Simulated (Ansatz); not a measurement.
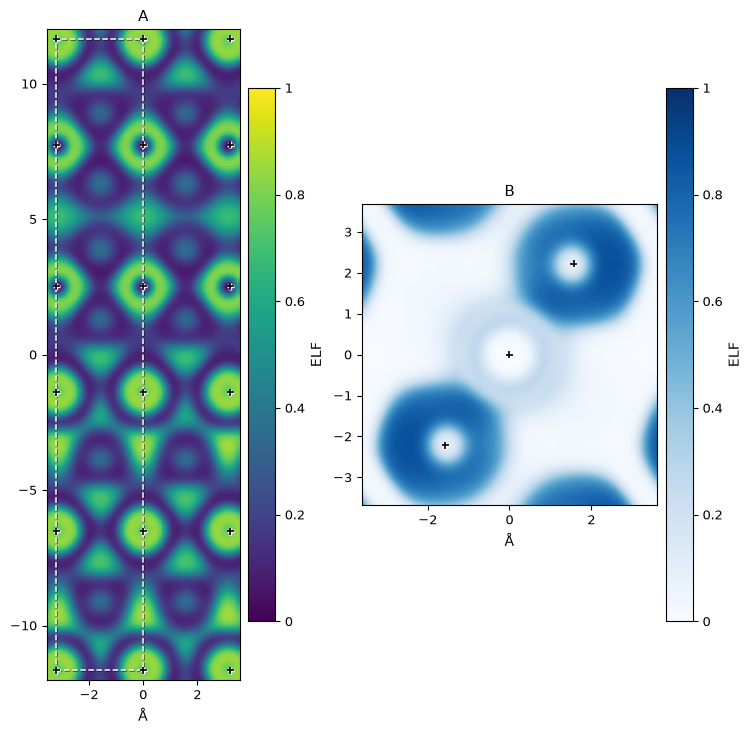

The electron localisation function of 2 systems, each on a plane through atoms (crosses mark nuclei in the plane).

All numbers below come from DFT r2SCAN, scalar-relativistic, plane waves, PAW (Ansatz).

System 1: Hf₃N₂, the (010) plane of the conventional cell. Space group R-3m; a structure from a database of computed crystals, not necessarily the ambient phase.

```yaml
crystal:
  lattice:
    - [3.20880, 0.00000, 0.00000]
    - [-1.60440, 2.77890, 0.00000]
    - [0.00000, 0.00000, 23.31457]
  atoms:
    - { symbol: Hf, position: [0.66667, 0.33333, 0.11297] }
    - { symbol: Hf, position: [0.33333, 0.66667, 0.44631] }
    - { symbol: Hf, position: [0.00000, 0.00000, 0.77964] }
    - { symbol: Hf, position: [0.00000, 0.00000, 0.22036] }
    - { symbol: Hf, position: [0.66667, 0.33333, 0.55369] }
    - { symbol: Hf, position: [0.33333, 0.66667, 0.88703] }
    - { symbol: Hf, position: [0.00000, 0.00000, 0.00000] }
    - { symbol: Hf, position: [0.66667, 0.33333, 0.33333] }
    - { symbol: Hf, position: [0.33333, 0.66667, 0.66667] }
    - { symbol: N, position: [0.33333, 0.66667, 0.27876] }
    - { symbol: N, position: [0.00000, 0.00000, 0.61209] }
    - { symbol: N, position: [0.66667, 0.33333, 0.94542] }
    - { symbol: N, position: [0.33333, 0.66667, 0.05458] }
    - { symbol: N, position: [0.00000, 0.00000, 0.38791] }
    - { symbol: N, position: [0.66667, 0.33333, 0.72124] }
```

System 2: SnSe₂, the (110) plane of the conventional cell. Space group P-3m1; a structure from a database of computed crystals, not necessarily the ambient phase.

```yaml
crystal:
  lattice:
    - [3.84056, 0.00000, 0.00000]
    - [-1.92028, 3.32602, 0.00000]
    - [0.00000, 0.00000, 6.52463]
  atoms:
    - { symbol: Sn, position: [0.00000, 0.00000, 0.00000] }
    - { symbol: Se, position: [0.66667, 0.33333, 0.75877] }
    - { symbol: Se, position: [0.33333, 0.66667, 0.24123] }
```

> Which map belongs to which system?

Panel A is system 1, Hf₃N₂: the plane holds Hf and N. Panel B is system 2, SnSe₂: the plane holds Sn and Se. Sn–Se (2.72 Å): the ELF is about 0.65 at the midpoint.
